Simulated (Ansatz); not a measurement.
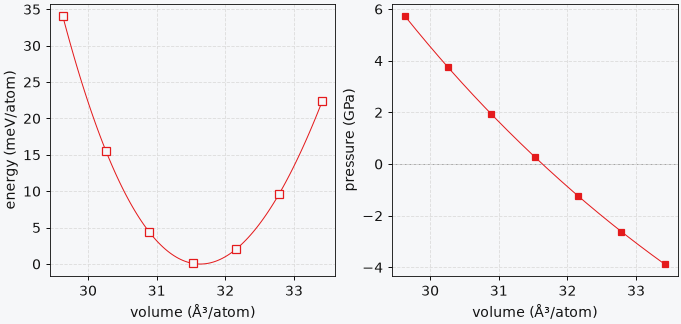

Computed with Ansatz 0.2.0: all-electron LAPW DFT, no spin polarisation; energies at scaled volumes of the given cell, shape and fractions fixed, counted from the fit's minimum, third-order Birch-Murnaghan fit. Level: PBEsol.

k mesh 12×12×2; occupations Fermi–Dirac; smearing width 0.05 eV; potentials all electron LAPW, scalar relativistic; program settings basis error eV/atom 0.002.

Cell as given: a = 2.456 Å, b = 2.456 Å, c = 24.134 Å, α = 90.00°, β = 90.00°, γ = 120.00°; 4 atoms.

Figure. Energy and pressure against volume for C, space group P-3m1 (No. 164).

A third-order Birch–Murnaghan fit gives V0 = 31.64 Å³/atom, B0 = 78 GPa and B′ = 3.5. The energy is 34.07 meV/atom at volume 29.63 Å³/atom and 22.41 meV/atom at 33.42 Å³/atom; the lowest computed point is at volume 31.52 Å³/atom (0.10 meV/atom). The pressure falls from 5.73 GPa at volume 29.63 Å³/atom to −3.87 GPa at 33.42 Å³/atom, and changes sign near 31.64 Å³/atom.

Keep in mind: shape and atomic fractions are frozen while scaling, which makes layered, chain and framework solids too stiff.
